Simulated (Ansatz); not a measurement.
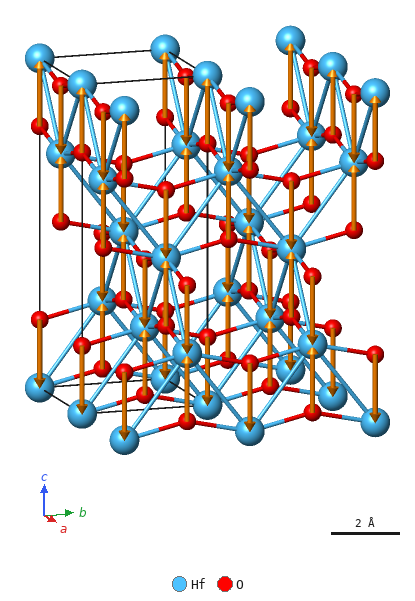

This is a relaxation of a crystal of HfO2 (a generated structure, set up in I4_1/amd) (coarse preliminary run). The starting structure is drawn; orange arrows show the displacements (the part carried along by the change of the cell is left out), magnified 50 times.

The picture is a ball-and-stick view of the conventional cell (2 times the calculation's cell), repeated 2 × 2 × 1 with one cell outlined, seen slightly off an axis. Lengths and directions refer to the drawn axes.

Case: Ti → Hf on all its sites, cell and atoms relaxed.

Computed with Ansatz, DFT r2SCAN, scalar-relativistic, plane waves, PAW. Settings: plane-wave cutoff 500 eV; k-point mesh 8 × 8 × 8; occupations gaussian; smearing width 0.1 eV; no spin polarisation; cell and atoms relaxed; force threshold 0.05 eV/Å; at most 60 steps.

### What happened in the run?

After 3 accepted moves (4 points after the start) the energy has fallen by 76.6 meV per atom. The largest force component goes from 0.42 to 0.012 eV/Å. The pressure goes from 21.50 to 0.13 GPa. At 1 point the geometry stayed and the basis and grid were re-selected for the new cell (energy shift of 0.5 meV per atom at most each time). The largest moves relative to the cell, 0.042 Å, are those of O atoms. Hf stays in place. The drawn cell changes as follows: a = b 3.920 → 3.993 Å (+1.9 %), c 9.977 → 10.535 Å (+5.6 %); the volume changes by +9.6 %. Near-neighbour distances that change, for instance: Hf–Hf 3.172 → 3.305 Å, Hf–O 2.056 → 2.130 Å, Hf–O 2.008 → 2.059 Å. Among the angles between lasting bonds that change: Hf–O–Hf 154.8° → 151.7°. The space group stays I4_1/amd (No. 141).
